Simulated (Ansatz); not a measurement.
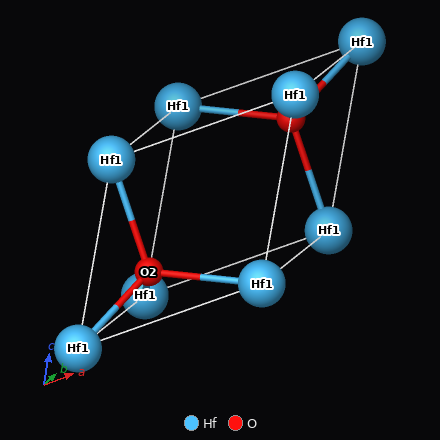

Three computed energy maps of cells of HfO₂. The picture above is the structure of the first map.

Map 1

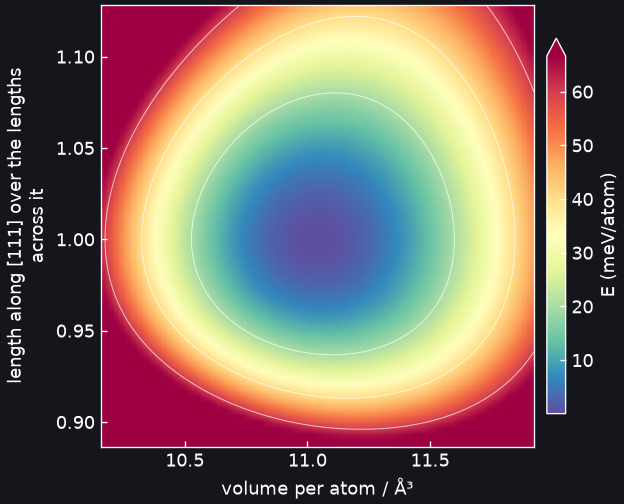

HfO2 (Fm-3m, No. 225; 3 atoms in the cell). The energy is mapped over volume and the cell's shape. The first coordinate is: volume per atom; the second: length along [111] over the lengths across it, relative to the cubic cell. Nothing is relaxed (fractional coordinates fixed). The scan uses a 7 × 7 grid. Points are written as (first, second). Energies are in meV/atom, from the lowest grid point. Computed with Ansatz, DFT PBE, scalar-relativistic, plane waves, PAW. Settings: cutoff 520 eV, k-mesh 8×8×8, gaussian smearing 0.05 eV, no spin polarisation.

Drawn: a smooth colour map with a few white contour lines, one colour for all values above the top of the scale. Between grid points the surface is interpolated.

Map 2

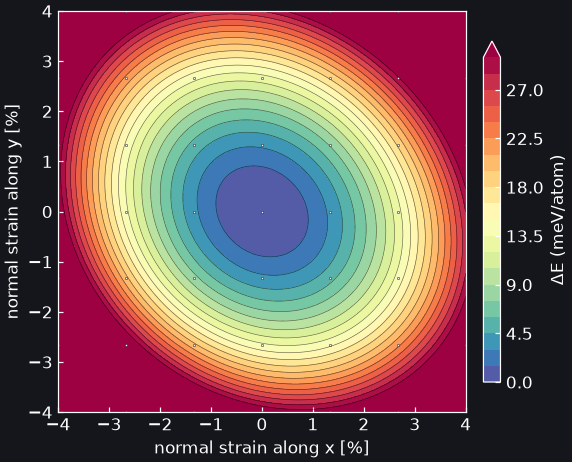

HfO₂ (Fm-3m, No. 225; 3 atoms in the cell). 
- The energy is mapped over two homogeneous strains (x, y and z along the cube axes).
- First axis: normal strain along x. Second axis: normal strain along y.
- Nothing is relaxed (symmetry fixes all fractional coordinates).
- The scan uses a 7 × 7 grid; 28 points were computed and 21 follow by symmetry.
- Points are written as (first, second).
- Energies are in meV/atom, from the lowest grid point.
- Method: DFT PBE, scalar-relativistic, plane waves, PAW in Ansatz 0.2.0. Settings: cutoff 520 eV, k-mesh 8×8×8, gaussian smearing 0.05 eV, no spin polarisation.

The picture shows filled contours, dots at the grid points, one colour for all values above the top of the scale. Between grid points the surface is interpolated.

Map 3

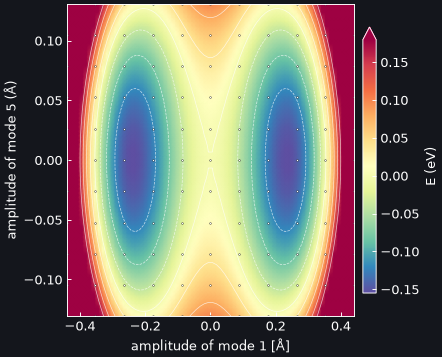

HfO2 (Fm-3m, No. 225; 6 atoms in the cell). The energy is mapped over two normal modes frozen in (zone-centre modes of the 6-atom cell of this scan, which folds in the wave vector (0, 1/2, 1/2) of the primitive cell). Coordinates scanned: (1) amplitude of mode 1 (229i cm⁻¹), largest displacement; (2) amplitude of mode 5 (90 cm⁻¹), largest displacement. Nothing is relaxed (the cell and all other modes fixed). The grid has 11 × 11 points; 36 points were computed and 85 follow by symmetry. Points are written as (first, second). All energies are given in eV per cell relative to the relaxed high-symmetry cell. This map comes from DFT PBE, scalar-relativistic, plane waves, PAW in Ansatz. Settings: cutoff 520 eV, k-mesh 6×6×6, gaussian smearing 0.05 eV, no spin polarisation.

Drawn: a smooth colour map with a few white contour lines, dots at the grid points, one colour for all values above the top of the scale. Between grid points the surface is interpolated.

What does each map show?

Map 1: The lowest grid point is at (11.040 Å³, 1.000). It is the only kind of minimum in the scanned range. The highest grid point, (10.157 Å³, 0.886), lies 171 meV/atom above the lowest. Round the minimum the two coordinates are nearly uncoupled. The gap on the k-mesh is 3.7 eV at the lowest point and runs from 3.6 to 4.1 eV over the map.
Map 2: The lowest grid point is at (0.00 %, 0.00 %). It is the only kind of minimum in the scanned range. The highest grid point, (−4.00 %, −4.00 %), lies 77.7 meV/atom above the lowest. Round the minimum the valley is somewhat tilted: raising normal strain along x shifts the best value of normal strain along y downwards (coupling k₁₂/√(k₁₁k₂₂) about 0.2). The gap on the k-mesh is 3.7 eV at the lowest point and runs from 2.9 to 3.8 eV over the map.
Map 3: The lowest grid point is at (−0.265 Å, 0.000 Å), −0.147 eV from the relaxed high-symmetry cell; the map holds 2 wells of about this depth. The bottom of the well lies between grid points, at about (−0.237 Å, 0.000 Å), about 0.0079 eV lower on the interpolated surface. The reference structure, at (0.000 Å, 0.000 Å), is a saddle of this map. No other kind of well shows on this grid. Relaxing all atoms from the lowest point lowers the energy by a further 0.007 eV. The highest grid point, (−0.441 Å, −0.131 Å), lies 0.840 eV above the lowest. On the interpolated surface the easiest way out of the lowest well to a well of about the same depth near (0.265 Å, 0.000 Å) passes a barrier of about 0.15 eV, counted from the interpolated bottom of the well. The reference (Fm-3m) is not the lowest structure on this map: a distortion lowers the energy (space group P4_2/nmc at the lowest grid point). The gap on the k-mesh is 4.4 eV at the lowest point and runs from 3.7 to 4.5 eV over the map.

Maps 1, 2, 3 start from a relaxed reference structure. Do they show a way to lower its energy?

Yes. In map 3 the point (−0.265 Å, 0.000 Å) lies 0.147 eV below the reference. Elsewhere the reference is the lowest point.

PAW datasets: the set soft_1.
